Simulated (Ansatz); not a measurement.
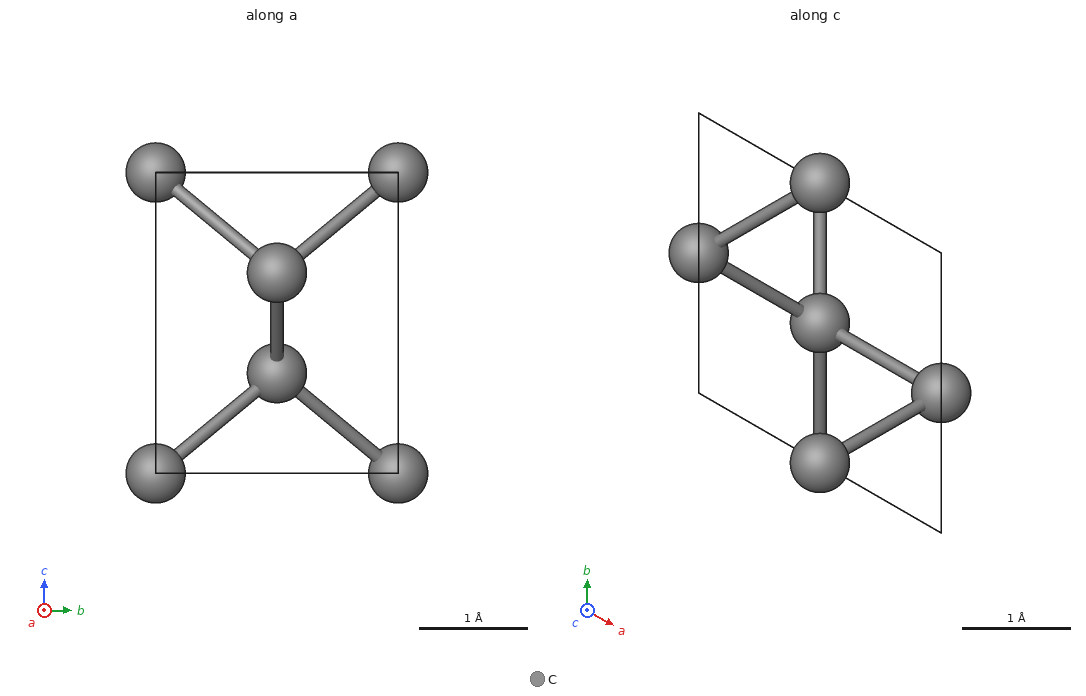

The image is a ball-and-stick drawing of a crystal, viewed along the a axis and along the c axis. The edges of the conventional unit cell are marked.

C, space group P6_222 (No. 180), a = 2.61 Å, b = 2.61 Å, c = 2.80 Å, α = 90.00°, β = 90.00°, γ = 120.00°.

Results below were computed with DFT PBE, scalar-relativistic, plane waves, PAW in Ansatz; the settings were a cutoff energy of 420 eV, a 12×12×10 grid in reciprocal space, Gaussian smearing of 0.02 eV, no spin polarisation.

What does the calculation say: metal or gapped?

A semiconductor at this level, with a gap of 1.94 eV on the k-mesh (the true edges may lie between mesh points, so the gap can be somewhat smaller).

Starting structure: a random cell made by a generator, so it need not be a real form of the element. The final geometry of a relaxation with Ansatz, DFT PBE, scalar-relativistic, plane waves, PAW is shown.
